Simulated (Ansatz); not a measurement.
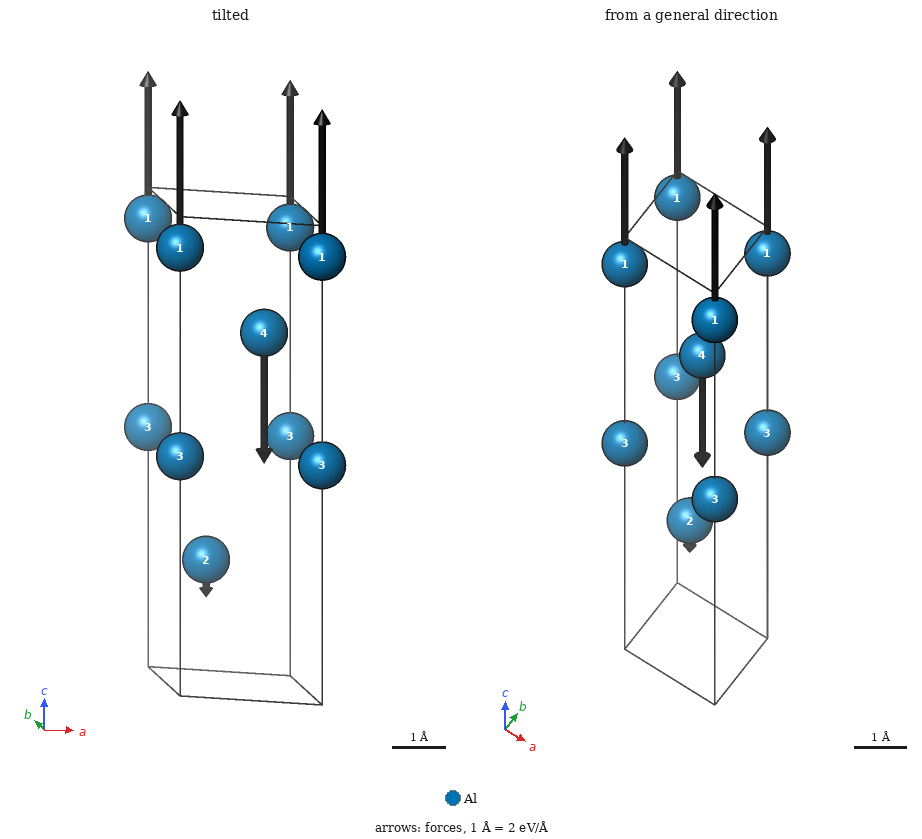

The crystal in a spheres-only representation, seen slightly off an axis and from a general direction. The frame is the simulation cell; atoms at its boundary are shown with their periodic copies. The arrows are the computed forces on the atoms.

System: Al. Calculation details: DFT r2SCAN, scalar-relativistic, plane waves, PAW in Ansatz; a kinetic-energy cutoff of 500 eV, Brillouin-zone sampling on an 18×18×6 mesh, Gaussian smearing of 0.15 eV, no spin polarisation.

Do the forces show a relaxed structure?

No. The atoms still feel forces of up to about 4.9 eV/Å, far above a usual threshold of 0.01 to 0.03 eV/Å.

It derives from a structure listed in the Materials Project. The cell was then strained or its atoms displaced on purpose. It was run through Ansatz as a DFT input.
